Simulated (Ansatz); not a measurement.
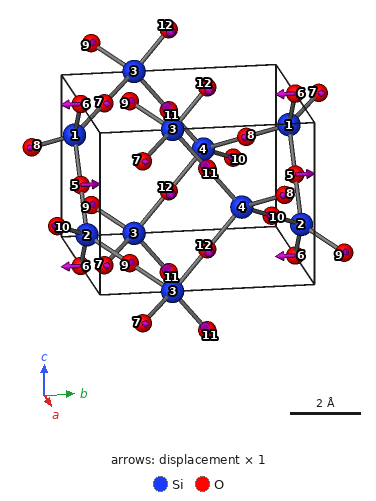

A relaxation of a crystal of SiO2 (a generated structure, set up in P4_122) (coarse preliminary run). The starting structure is drawn; purple arrows show the displacements (the part carried along by the change of the cell is left out), at their true length.

Style: ball-and-stick. Shown: the cell of the calculation, slightly off an axis.

All numbers below come from Ansatz, DFT PBE, scalar-relativistic, plane waves, PAW. Set-up: plane-wave cutoff 420 eV; k-point mesh 4 × 4 × 4; occupations gaussian; smearing width 0.1 eV; no spin polarisation; cell and atoms relaxed; force threshold 0.04 eV/Å; at most 70 steps.

### What did the optimiser do to the structure, and how much energy did it gain?

The largest moves relative to the cell, 0.60 Å, are those of O5, O6, O11 and O12. O6 goes along −b. By element the largest moves are O 0.60 Å, Si 0.05 Å. Cell: a = b 6.300 → 6.103 Å (−3.1 %), c 4.863 → 4.765 Å (−2.0 %). Volume −8.0 %. Some distances before and after: Si1–O5 1.585 → 1.631 Å, Si1–O7 1.626 → 1.621 Å. Bond angles that change, for instance: Si1–O6–Si2 180.0° → 136.8°, O5–Si2–O9 135.0° → 108.7°, Si1–O7–Si3 180.0° → 165.9°. The space group stays P4_122 (No. 91). After 5 accepted moves (6 points after the start) the energy has fallen by 322 meV per atom. The largest force component goes from 2 to 0.017 eV/Å. Pressure: 7.14 GPa at the start and −0.20 GPa at the end. At 1 point the geometry stayed and the basis and grid were re-selected for the new cell (energy shift of 2.5 meV per atom at most each time).
